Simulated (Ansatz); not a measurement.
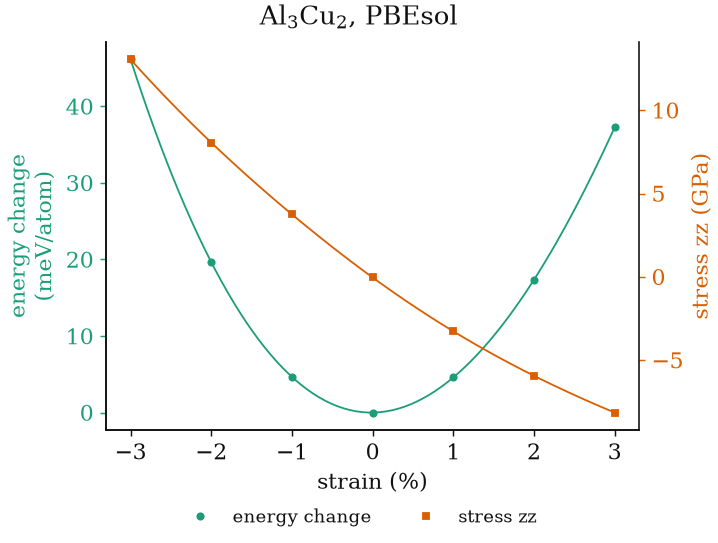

How it was computed, with Ansatz 0.2.0: energy, stress and cell of a relaxed crystal along a series of strains, atoms and what the cell freedom names relaxed within the symmetry; stress is positive in compression; plane waves with PAW datasets, Γ-centred k mesh; energies extrapolated to zero smearing. Level: PBEsol, no spin polarisation.

```tsv
setting	value
wave cutoff	420 eV
k mesh	12×12×8
occupations	Gaussian
smearing width	0.1 eV
strain kind	isotropic
cell freedom	cell held, all vectors scaled
```

Cell as given: a = 4.099 Å, b = 4.099 Å, c = 4.982 Å, α = 90.00°, β = 90.00°, γ = 120.00°; 5 atoms.

**Figure.** Energy change and stress zz against strain for Al₃Cu₂, space group P-3m1 (No. 164).

The energy rises on both sides of the starting structure, which is therefore a minimum along this path. The energy change is 46.13 meV/atom at strain −3 % and 37.26 meV/atom at 3 %; the lowest computed point is at strain 0 % (0.00 meV/atom), and no other minimum shows. The stress zz falls from 13.05 GPa at strain −3 % to −8.15 GPa at 3 %, and changes sign near 0 %. The solid is metallic at every point.
